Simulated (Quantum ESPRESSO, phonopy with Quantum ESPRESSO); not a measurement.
# SiC (F-43m): phonons against volume, part 6 of 8

Wanted: mode Grüneisen parameters of SiC and a free-energy fit over volumes.

Quantum ESPRESSO 7.5; DFT LDA, scalar-relativistic, plane waves, GBRV ultrasoft pseudopotentials.

So far. Step 5 (Zone-centre response): The Born charges sum to zero within 0.0024 e; the rest is removed before use. Acoustic frequencies in this log differ from zero by the error of the sum rule, which ph.x does not impose. Step 6 (Forces on a displaced cell): At this level the gap is 1.44 eV on the k-mesh of the self-consistent run, which can miss the band edges.

## Step 8: Lattice dynamics at this volume, V/V0 1

This step: DFT LDA, scalar-relativistic, plane waves, GBRV ultrasoft pseudopotentials (phonopy with Quantum ESPRESSO 4.10.0 / 7.5).

Run time: 11 min. Hardware: 8 threads of Arm Neoverse V1, shared host; 86 min of CPU time.

Numbers from this step:

```
point group                              : -43m
highest frequency                        : 974.1 cm⁻¹
Debye temperature from the second moment : 1190 K
lowest frequency on the path             : 0 cm⁻¹
zero-point energy                        : 0.2222 eV/cell
Γ frequencies                            : 0, 0, 0, 798.8, 798.8, 798.8 cm⁻¹ (negative: imaginary)
```

Phonopy, LO-TO term from ph.x's tensors. The phonon branches at the labelled points (cm⁻¹):

```csv
point,branch 1,branch 2,branch 3,branch 4,branch 5,branch 6
Γ,0,0,0,799,799,974
X,371,371,625,772,772,853
U,353,446,568,765,766,860
jump to K,353,446,568,765,766,860
Γ,0,0,0,799,799,974
L,268,268,610,772,772,848
W,398,440,552,756,778,856
X,371,371,625,772,772,853
```

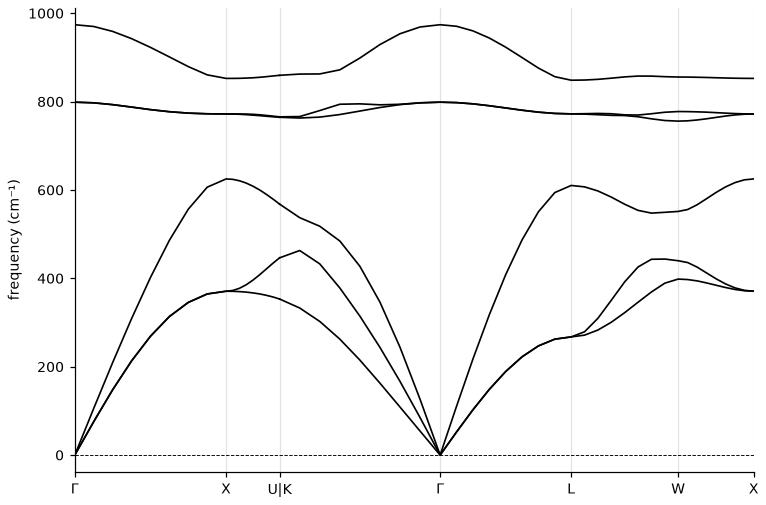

Phonon branches along the path.

Harmonic. Thermo, by row:

```csv
T (K),F_vib (meV/atom),S (J/mol-atom/K),C_V (J/mol-atom/K)
0,111.1,0,0
50,111.1,0.083,0.285
100,110.9,0.791,2.276
150,110.1,2.255,5.194
200,108.5,4.164,8.212
250,105.8,6.304,11.02
300,101.9,8.532,13.43
350,96.94,10.76,15.4
400,90.8,12.92,16.99
450,83.57,15,18.26
500,75.28,16.98,19.27
550,65.99,18.85,20.09
600,55.75,20.63,20.75
650,44.62,22.31,21.29
700,32.65,23.91,21.74
750,19.86,25.42,22.11
800,6.31,26.86,22.42
850,-7.96,28.22,22.69
900,-22.93,29.53,22.91
950,-38.55,30.77,23.11
1000,-54.81,31.96,23.28
```

The modes has structure finer than the step of the table below, so its rows give means over 50 cm⁻¹, whole bins alone (the curve runs from -10 to 1011 cm⁻¹). Peaks (cm⁻¹: height): C 773.6: 0.0572, 857.1: 0.0273; Si 356.1: 0.0102, 555.2: 0.0118, 773.6: 0.0132, 863.5: 0.00229.

Phonopy on the run's constants, 21x21x21 mesh, Gaussian sigma 7.3 cm⁻¹. The modes by wavenumber; means over each step; values in 1/cm⁻¹/cell:

```csv
wavenumber (cm⁻¹),C,Si
50,3.4e-5,8.4e-5
100,1.6e-4,3.9e-4
150,3.7e-4,9.2e-4
200,7.3e-4,0.00191
250,0.00147,0.00427
300,0.00222,0.00750
350,0.00211,0.00942
400,0.00122,0.00655
450,7.9e-4,0.00424
500,5.7e-4,0.00272
550,6.3e-4,0.00867
600,1.0e-4,0.00287
650,8.0e-8,3.4e-5
700,0,0
750,0.0158,0.00319
800,0.0163,0.00469
850,0.0119,0.00103
900,0.00427,0.00101
950,0.00126,4.9e-4
```

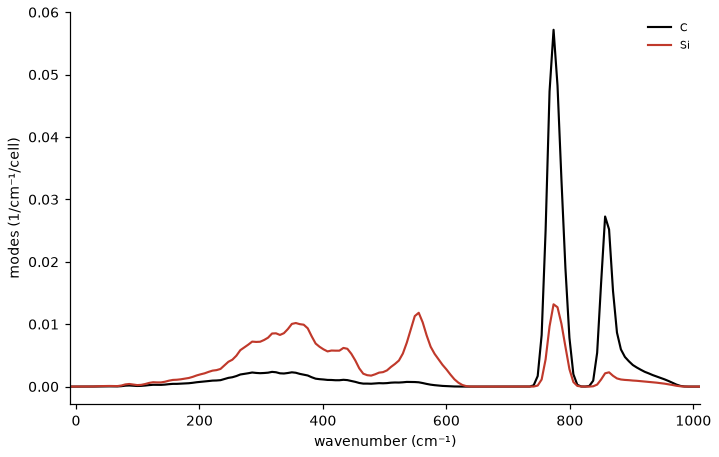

Modes, plotted against wavenumber.

No LO-TO term. Modes at Γ, with each element's share of the kinetic energy:

```csv
mode,frequency (cm⁻¹),symmetry,Si %,C %
1,0.0,T2,70,30
2,0.0,T2,70,30
3,0.0,T2,70,30
4,798.8,T2,30,70
5,798.8,T2,30,70
6,798.8,T2,30,70
```

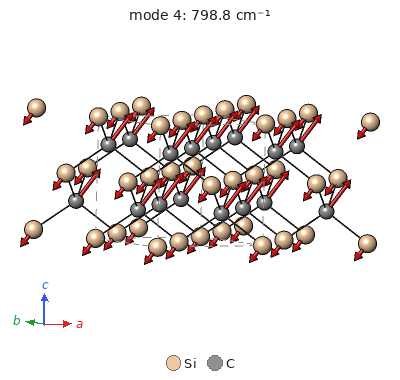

Displacement patterns of mode 4 at Γ; arrows are exaggerated. Bonds to atoms that aren't drawn are left out. 2×2×1 conventional cells are drawn. Some periodic images of atoms are drawn too.

No mode is imaginary beyond numerical noise along the path.

The time given is that of the 2 pw.x runs on displaced cells behind this step.

The supercell is 7.5 Å across at its narrowest and was not tested against a larger one: only its own wavevectors are exact, and acoustic branches between them, with the entropy at low temperature, can be off.

## Step 9: Self-consistent run, V/V0 1.015

A tight ground state at this cell gives the energy of this member; its pressure is the stress at this cutoff, which can carry an offset from the finite basis.

This step: DFT LDA, scalar-relativistic, plane waves, GBRV ultrasoft pseudopotentials (Quantum ESPRESSO 7.5).

System of this step: SiC. Symmetry: F-43m, No. 216, cubic system. Conventional cell: a = 4.350 Å, b = 4.350 Å, c = 4.350 Å, α = 90.00°, β = 90.00°, γ = 90.00°. Nearest to Si lie 4 C at 1.88 Å. C has 4 Si at 1.88 Å nearest. Farther neighbours are not listed.

scf.in

```
 &control
    calculation='scf',
    prefix='x',
    outdir='./tmp',
    pseudo_dir='./pseudo',
    tprnfor=.true.,
    tstress=.true.,
 /
 &system
    ibrav=0,
    nat=2,
    ntyp=2,
    ecutwfc=45.0,
    ecutrho=270.0,
    occupations='fixed',
    nbnd=6,
 /
 &electrons
    conv_thr=1.0d-12,
    mixing_beta=0.7,
    electron_maxstep=100,
 /
ATOMIC_SPECIES
 Si     28.0850  Si.upf
 C      12.0110  C.upf
CELL_PARAMETERS angstrom
     0.000000000    2.174883510    2.174883510
     2.174883510    0.000000000    2.174883510
     2.174883510    2.174883510    0.000000000
ATOMIC_POSITIONS crystal
 Si     0.000000000   0.000000000   0.000000000
 C      0.250000000   0.250000000   0.250000000
K_POINTS automatic
 12 12 12 0 0 0
```

Started as:

```bash
> OMP_NUM_THREADS=1 mpirun -n 8 pw.x -nk 8 -in scf.in > scf.out
```

What it wrote:

```text
[banner, memory and clock lines left out]
Program PWSCF v.7.5

     Message from routine setup:
     using ibrav=0 with symmetry is DISCOURAGED, use correct ibrav instead

     G-vector sticks info

     bravais-lattice index     =            0
     lattice parameter (alat)  =       5.8123  a.u.
     unit-cell volume          =     138.8464 (a.u.)^3
     number of atoms/cell      =            2
     number of atomic types    =            2
     number of electrons       =         8.00
[...]
atom    2 type  2   force =     0.00000000    0.00000000    0.00000000

     Total force =     0.000000     Total SCF correction =     0.000000

     Computing stress (Cartesian axis) and pressure

          total   stress  (Ry/bohr**3)                   (kbar)     P=      -33.23
[...]
-0.00000000  -0.00022590  -0.00000000           -0.00      -33.23       -0.00
   0.00000000  -0.00000000  -0.00022590            0.00       -0.00      -33.23

     XML data file, charge density, pseudopotentials, collected wavefunctions
[key lines of the parts left out:]
!    total energy              =     -21.20029203 Ry
convergence has been achieved in  12 iterations
```

Run time: 1.9 s. Hardware: 8 MPI ranks.

At this level the gap is 1.31 eV on the k-mesh of the self-consistent run, which can miss the band edges.

## Step 10: Born charges and dielectric tensor

In a polar crystal the Born charges and ε∞ give the long-range dipole term that a finite supercell misses. They are those of this k-mesh and were not tested on a denser one; where the gap is small they converge slowly, and the LO modes with them.

ph.in

```
phonons
 &inputph
    prefix='x',
    outdir='./tmp',
    fildyn='x.dyn',
    tr2_ph=1.0d-18,
    epsil=.true.,
 /
0.000000000 0.000000000 0.000000000
```

scf.in is that of step 9.

Started as:

```bash
> OMP_NUM_THREADS=1 mpirun -n 8 ph.x -nk 8 -in ph.in > ph.out
```

What it wrote:

```text
[banner, memory and clock lines left out]
Program PHONON v.7.5

     ./tmp/x.save/

     IMPORTANT: XC functional enforced from input :
     Exchange-correlation= PZ
                           (   1   1   0   0   0   0   0)
     Any further DFT definition will be discarded
     Please, verify this is what you really want

     G-vector sticks info

     Reading collected, re-writing distributed wavefunctions in ./tmp/

     Number and degeneracy of irreps per q-point
       N         xq(1)         xq(2)         xq(3)   N irreps
[...]
freq (    1) =      -0.215385 [THz] =      -7.184478 [cm-1]
     freq (    2) =      -0.215385 [THz] =      -7.184478 [cm-1]
     freq (    3) =      -0.215385 [THz] =      -7.184478 [cm-1]
     freq (    4) =      23.537658 [THz] =     785.131749 [cm-1]
     freq (    5) =      23.537658 [THz] =     785.131749 [cm-1]
     freq (    6) =      23.537658 [THz] =     785.131749 [cm-1]
 **************************************************************************

     Mode symmetry, T_d (-43m)  point group:

     freq (   1-   3) =         -7.2  [cm-1]   --> T_2  G_15 P_4   I+R
     freq (   4-   6) =        785.1  [cm-1]   --> T_2  G_15 P_4   I+R
```

The job ended after 15 s (8 MPI ranks).

ε∞:

```
6.96 0.00 0.00
0.00 6.96 0.00
0.00 0.00 6.96
```

The Born charges sum to zero within 0.0024 e; the rest is removed before use. Acoustic frequencies in this log differ from zero by the error of the sum rule, which ph.x does not impose.

## Step 11: A displaced supercell

One atom (for the harmonic constants) or a pair of atoms (for the cubic ones) is moved by a few hundredths of an ångström; the forces on all atoms give a column of force constants. The threshold is tight because the forces are small.

System of this step: SiC. The cell holds 54 atoms: 27 Si and 27 C. Its edges and angles: a = 9.227 Å, b = 9.227 Å, c = 9.227 Å, α = 60.0°, β = 60.0°, γ = 60.0°. It derives from SiC, repeated 3×3×3.

disp-00001.in

```
 &control
    calculation='scf',
    prefix='x',
    outdir='./tmp',
    pseudo_dir='./pseudo',
    tprnfor=.true.,
    disk_io='none',
 /
 &system
    ibrav=0,
    nat=54,
    ntyp=2,
    ecutwfc=45.0,
    ecutrho=270.0,
    occupations='fixed',
    nbnd=110,
 /
 &electrons
    conv_thr=1.0d-11,
    mixing_beta=0.7,
    electron_maxstep=100,
 /
ATOMIC_SPECIES
 Si     28.0850  Si.upf
 C      12.0110  C.upf
CELL_PARAMETERS angstrom
     0.000000000    6.524650531    6.524650531
     6.524650531    0.000000000    6.524650531
     6.524650531    6.524650531    0.000000000
ATOMIC_POSITIONS crystal
 Si     0.002167493   0.000000000   0.000000000
 Si     0.333333333   0.000000000   0.000000000
 Si     0.666666667   0.000000000   0.000000000
 Si     0.000000000   0.333333333   0.000000000
 Si     0.333333333   0.333333333   0.000000000
 Si     0.666666667   0.333333333   0.000000000
 Si     0.000000000   0.666666667   0.000000000
 Si     0.333333333   0.666666667   0.000000000
 Si     0.666666667   0.666666667   0.000000000
 Si     0.000000000   0.000000000   0.333333333
 Si     0.333333333   0.000000000   0.333333333
 Si     0.666666667   0.000000000   0.333333333
 Si     0.000000000   0.333333333   0.333333333
 Si     0.333333333   0.333333333   0.333333333
 Si     0.666666667   0.333333333   0.333333333
 Si     0.000000000   0.666666667   0.333333333
 Si     0.333333333   0.666666667   0.333333333
 Si     0.666666667   0.666666667   0.333333333
 Si     0.000000000   0.000000000   0.666666667
 Si     0.333333333   0.000000000   0.666666667
 Si     0.666666667   0.000000000   0.666666667
 Si     0.000000000   0.333333333   0.666666667
 Si     0.333333333   0.333333333   0.666666667
 Si     0.666666667   0.333333333   0.666666667
 Si     0.000000000   0.666666667   0.666666667
 Si     0.333333333   0.666666667   0.666666667
 Si     0.666666667   0.666666667   0.666666667
 C      0.083333333   0.083333333   0.083333333
 C      0.416666667   0.083333333   0.083333333
 C      0.750000000   0.083333333   0.083333333
 C      0.083333333   0.416666667   0.083333333
 C      0.416666667   0.416666667   0.083333333
 C      0.750000000   0.416666667   0.083333333
 C      0.083333333   0.750000000   0.083333333
 C      0.416666667   0.750000000   0.083333333
 C      0.750000000   0.750000000   0.083333333
 C      0.083333333   0.083333333   0.416666667
 C      0.416666667   0.083333333   0.416666667
 C      0.750000000   0.083333333   0.416666667
 C      0.083333333   0.416666667   0.416666667
 C      0.416666667   0.416666667   0.416666667
 C      0.750000000   0.416666667   0.416666667
 C      0.083333333   0.750000000   0.416666667
 C      0.416666667   0.750000000   0.416666667
 C      0.750000000   0.750000000   0.416666667
 C      0.083333333   0.083333333   0.750000000
 C      0.416666667   0.083333333   0.750000000
 C      0.750000000   0.083333333   0.750000000
 C      0.083333333   0.416666667   0.750000000
 C      0.416666667   0.416666667   0.750000000
 C      0.750000000   0.416666667   0.750000000
 C      0.083333333   0.750000000   0.750000000
 C      0.416666667   0.750000000   0.750000000
 C      0.750000000   0.750000000   0.750000000
K_POINTS automatic
 3 3 3 0 0 0
```

Started as:

```bash
> OMP_NUM_THREADS=1 mpirun -n 4 pw.x -nk 4 -in disp-00001.in > disp-00001.out
```

What it wrote:

```text
[banner, memory and clock lines left out]
Program PWSCF v.7.5

     Message from routine setup:
     using ibrav=0 with symmetry is DISCOURAGED, use correct ibrav instead

     G-vector sticks info

     bravais-lattice index     =            0
     lattice parameter (alat)  =      17.4370  a.u.
     unit-cell volume          =    3748.8526 (a.u.)^3
     number of atoms/cell      =           54
     number of atomic types    =            2
     number of electrons       =       216.00
[...]
atom    1 type  1   force =    -0.00046662   -0.01391976   -0.01391976
     atom    2 type  1   force =    -0.00026692    0.00148144    0.00148144
     atom    3 type  1   force =     0.00027313    0.00145136    0.00145136
[...]
atom   53 type  2   force =     0.00014500    0.00000825    0.00000825
     atom   54 type  2   force =     0.00000073   -0.00003328   -0.00003328

     Total force =     0.022501     Total SCF correction =     0.000003
     Message from routine punch:
     Nothing written, as per user request (disk_io='none')
[key lines of the parts left out:]
!    total energy              =    -572.40666498 Ry
convergence has been achieved in  16 iterations
```

The job ended after 12 min (4 MPI ranks; 46 min of CPU time).

## Step 12: Phonons, V/V0 1.015

This step: DFT LDA, scalar-relativistic, plane waves, GBRV ultrasoft pseudopotentials (phonopy with Quantum ESPRESSO 4.10.0 / 7.5).

The job ended after 12 min (8 threads).

No mode is imaginary beyond numerical noise along the path. The highest zone-centre mode (no LO–TO term) moved by -1.7 % for a volume change of +1.5 %.

The time given is that of the 2 pw.x runs on displaced cells behind this step.

## Step 13: Ground state at this cell, V/V0 0.985

A tight ground state at this cell gives the energy of this member; its pressure is the stress at this cutoff, which can carry an offset from the finite basis.

This step: DFT LDA, scalar-relativistic, plane waves, GBRV ultrasoft pseudopotentials (Quantum ESPRESSO 7.5).

System of this step: SiC. It takes space group F-43m (No. 216, cubic). Conventional cell: a = 4.306 Å, b = 4.306 Å, c = 4.306 Å, α = 90.00°, β = 90.00°, γ = 90.00°. Si has 4 C at 1.86 Å nearest. Nearest to C lie 4 Si at 1.86 Å. Farther neighbours are not listed.

scf.in, as its differences from that of step 10:

```diff
@@ -26,5 +26,5 @@
 CELL_PARAMETERS angstrom
-     0.000000000    2.174883510    2.174883510
-     2.174883510    0.000000000    2.174883510
-     2.174883510    2.174883510    0.000000000
+     0.000000000    2.153241443    2.153241443
+     2.153241443    0.000000000    2.153241443
+     2.153241443    2.153241443    0.000000000
 ATOMIC_POSITIONS crystal
```

Started as:

```bash
> OMP_NUM_THREADS=1 mpirun -n 8 pw.x -nk 8 -in scf.in > scf.out
```

What it wrote:

```text
[banner, memory and clock lines left out]
Program PWSCF v.7.5

     Message from routine setup:
     using ibrav=0 with symmetry is DISCOURAGED, use correct ibrav instead

     G-vector sticks info

     bravais-lattice index     =            0
     lattice parameter (alat)  =       5.7545  a.u.
     unit-cell volume          =     134.7426 (a.u.)^3
     number of atoms/cell      =            2
     number of atomic types    =            2
     number of electrons       =         8.00
[...]
atom    2 type  2   force =     0.00000000    0.00000000   -0.00000000

     Total force =     0.000000     Total SCF correction =     0.000000

     Computing stress (Cartesian axis) and pressure

          total   stress  (Ry/bohr**3)                   (kbar)     P=       35.57
[...]
0.00000000   0.00024181   0.00000000            0.00       35.57        0.00
   0.00000000   0.00000000   0.00024181            0.00        0.00       35.57

     XML data file, charge density, pseudopotentials, collected wavefunctions
[key lines of the parts left out:]
!    total energy              =     -21.20024368 Ry
convergence has been achieved in  13 iterations
```

It took 1.9 s on 8 MPI ranks; 15 s of CPU time.

The run ends at a pressure of 3.56 GPa.

## Step 14: Born charges and dielectric tensor

In a polar crystal the Born charges and ε∞ give the long-range dipole term that a finite supercell misses. They are those of this k-mesh and were not tested on a denser one; where the gap is small they converge slowly, and the LO modes with them.

ph.in is that of step 10.

scf.in is that of step 13.

Started as:

```bash
> OMP_NUM_THREADS=1 mpirun -n 8 ph.x -nk 8 -in ph.in > ph.out
```

What it wrote:

```text
[banner, memory and clock lines left out]
Program PHONON v.7.5

     ./tmp/x.save/

     IMPORTANT: XC functional enforced from input :
     Exchange-correlation= PZ
                           (   1   1   0   0   0   0   0)
     Any further DFT definition will be discarded
     Please, verify this is what you really want

     G-vector sticks info

     Reading collected, re-writing distributed wavefunctions in ./tmp/

     Number and degeneracy of irreps per q-point
       N         xq(1)         xq(2)         xq(3)   N irreps
[...]
freq (    1) =      -0.240850 [THz] =      -8.033880 [cm-1]
     freq (    2) =      -0.240850 [THz] =      -8.033880 [cm-1]
     freq (    3) =      -0.240850 [THz] =      -8.033880 [cm-1]
     freq (    4) =      24.351427 [THz] =     812.276159 [cm-1]
     freq (    5) =      24.351427 [THz] =     812.276159 [cm-1]
     freq (    6) =      24.351427 [THz] =     812.276159 [cm-1]
 **************************************************************************

     Mode symmetry, T_d (-43m)  point group:

     freq (   1-   3) =         -8.0  [cm-1]   --> T_2  G_15 P_4   I+R
     freq (   4-   6) =        812.3  [cm-1]   --> T_2  G_15 P_4   I+R
```

The job ended after 14 s (8 MPI ranks).

The Born charges sum to zero within 0.0025 e; the rest is removed before use. Acoustic frequencies in this log differ from zero by the error of the sum rule, which ph.x does not impose.

## Step 15: Forces on a displaced cell

One atom (for the harmonic constants) or a pair of atoms (for the cubic ones) is moved by a few hundredths of an ångström; the forces on all atoms give a column of force constants. The threshold is tight because the forces are small.

System of this step: SiC. The cell holds 54 atoms: 27 Si and 27 C. Cell: a = 9.135 Å, b = 9.135 Å, c = 9.135 Å, α = 60.0°, β = 60.0°, γ = 60.0°. It derives from SiC, repeated 3×3×3.

disp-00001.in, as its differences from that of step 11:

```diff
@@ -26,7 +26,7 @@
 CELL_PARAMETERS angstrom
-     0.000000000    6.524650531    6.524650531
-     6.524650531    0.000000000    6.524650531
-     6.524650531    6.524650531    0.000000000
+     0.000000000    6.459724328    6.459724328
+     6.459724328    0.000000000    6.459724328
+     6.459724328    6.459724328    0.000000000
 ATOMIC_POSITIONS crystal
- Si     0.002167493   0.000000000   0.000000000
+ Si     0.002189279   0.000000000   0.000000000
  Si     0.333333333   0.000000000   0.000000000
```

Started as:

```bash
> OMP_NUM_THREADS=1 mpirun -n 4 pw.x -nk 4 -in disp-00001.in > disp-00001.out
```

What it wrote:

```text
[banner, memory and clock lines left out]
Program PWSCF v.7.5

     Message from routine setup:
     using ibrav=0 with symmetry is DISCOURAGED, use correct ibrav instead

     G-vector sticks info

     bravais-lattice index     =            0
     lattice parameter (alat)  =      17.2635  a.u.
     unit-cell volume          =    3638.0491 (a.u.)^3
     number of atoms/cell      =           54
     number of atomic types    =            2
     number of electrons       =       216.00
[...]
atom    1 type  1   force =    -0.00051085   -0.01482858   -0.01482858
     atom    2 type  1   force =    -0.00027149    0.00154210    0.00154210
     atom    3 type  1   force =     0.00027818    0.00151055    0.00151055
[...]
atom   53 type  2   force =     0.00015152    0.00000895    0.00000895
     atom   54 type  2   force =     0.00000082   -0.00003411   -0.00003411

     Total force =     0.024079     Total SCF correction =     0.000004
     Message from routine punch:
     Nothing written, as per user request (disk_io='none')
[key lines of the parts left out:]
!    total energy              =    -572.40530914 Ry
convergence has been achieved in  15 iterations
```

Wall time 10 min (4 MPI ranks).

## Step 16: Lattice dynamics at this volume, V/V0 0.985

This step: DFT LDA, scalar-relativistic, plane waves, GBRV ultrasoft pseudopotentials (phonopy with Quantum ESPRESSO 4.10.0 / 7.5).

Elapsed: 10 min, on 8 threads; 81 min of CPU time.

No mode is imaginary beyond numerical noise along the path. The highest zone-centre mode (no LO–TO term) moved by +1.7 % for a volume change of -1.5 %.

The time given is that of the 2 pw.x runs on displaced cells behind this step.

[end of part 6 of 8]

[Logs are printed without paths, hosts, clocks, repeated set-up lines and the standing remarks that a program may print on its own settings, such as how far it seeks lower states.]

[Hosts, paths, dates, database ids (printed as entryN), source tags and the programs' standing remarks are cut or masked in the printed files.]

[A step with changed settings may run another functional than the one named; its input shows which.]

[Of the runs on displaced cells, only some may be shown.]
